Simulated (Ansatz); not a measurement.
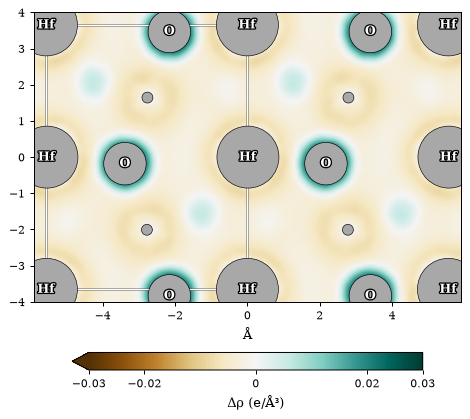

HfO2. Difference of the valence pseudo-densities of two functionals at the same geometry, on the (011̄) plane of the calculation cell: one of LDA and PBE less the other.

Both computed with Ansatz (plane waves, PAW), on the same k-point mesh. Grey discs cover the atomic cores.

```cif
data_structure
_symmetry_space_group_name_H-M 'P 1'
_symmetry_Int_Tables_number 1
_cell_length_a 5.5564
_cell_length_b 3.3336
_cell_length_c 6.5050
_cell_angle_alpha 90.000
_cell_angle_beta 90.000
_cell_angle_gamma 90.000
_cell_volume 120.49
loop_
_atom_site_label
_atom_site_type_symbol
_atom_site_fract_x
_atom_site_fract_y
_atom_site_fract_z
_atom_site_occupancy
Hf1 Hf 0.74868 0.75000 0.60787 1
Hf2 Hf 0.25132 0.25000 0.39213 1
Hf3 Hf 0.24868 0.75000 0.89213 1
Hf4 Hf 0.75132 0.25000 0.10787 1
O1 O 0.63950 0.25000 0.42340 1
O2 O 0.36050 0.75000 0.57660 1
O3 O 0.13950 0.25000 0.07660 1
O4 O 0.86050 0.75000 0.92340 1
O5 O 0.52079 0.25000 0.84145 1
O6 O 0.47921 0.75000 0.15855 1
O7 O 0.02079 0.25000 0.65855 1
O8 O 0.97921 0.75000 0.34145 1
```

Question: Which was subtracted from which, and what does the map show?

Answer: It is PBE less LDA. Against LDA, PBE gives less density around Hf (−0.006 e/Å³ on average at 1.2 Å from the nucleus), more density around O (+0.009 e/Å³ on average at 0.7 Å from the nucleus) and a change of −0.007 e/Å³ at the midpoint of Hf–O.
